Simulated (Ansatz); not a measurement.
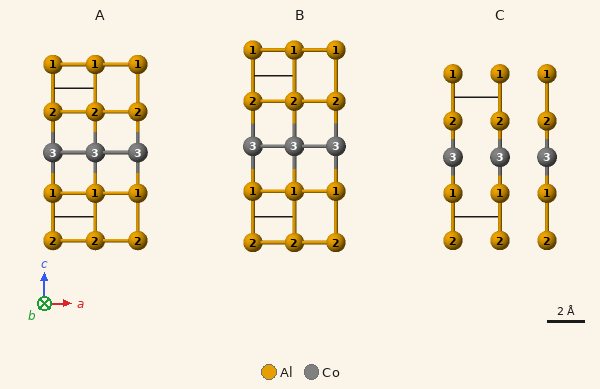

3 geometries from one relaxation of a crystal of Al2Co (a generated structure, set up in P6/mmm) (coarse preliminary run), in shuffled order. The picture is a ball-and-stick view of the cell of the calculation, repeated 2 × 1 × 1 with one cell outlined, seen along the b axis.

Theory: Ansatz 0.2.0, DFT PBE, scalar-relativistic, plane waves, PAW. (plane-wave cutoff 420 eV; k-point mesh 6 × 6 × 4; occupations gaussian; smearing width 0.1 eV; collinear spin; cell and atoms relaxed; force threshold 0.04 eV/Å; at most 70 steps)

> Order the frames from highest to lowest energy.

C, A, B. They are steps 0, 2, 10, at +558 meV per atom, +83.8 meV per atom relative to the last. After 8 accepted moves (10 points after the start) the energy has fallen by 558 meV per atom. Largest force component: 3.5 eV/Å at the start, 0.0013 eV/Å at the end. The pressure goes from 6.89 to 0.00 GPa. At 2 points the geometry stayed and the basis and grid were re-selected for the new cell (energy shift of 8.1 meV per atom at most each time). The largest moves relative to the cell, 0.12 Å, are those of Al1 and Al2. Al2 goes along +c. Co stays in place. Cell: a = b 2.999 → 2.646 Å (−11.8 %), c 6.600 → 7.801 Å (+18.2 %). Volume −8.0 %. Some distances before and after: Al1–Co3 1.998 → 2.486 Å, Co3–Co3 2.999 → 2.646 Å, Al1–Al1 2.999 → 2.646 Å, Al1–Al2 2.605 → 2.829 Å. The space group stays P6/mmm (No. 191).
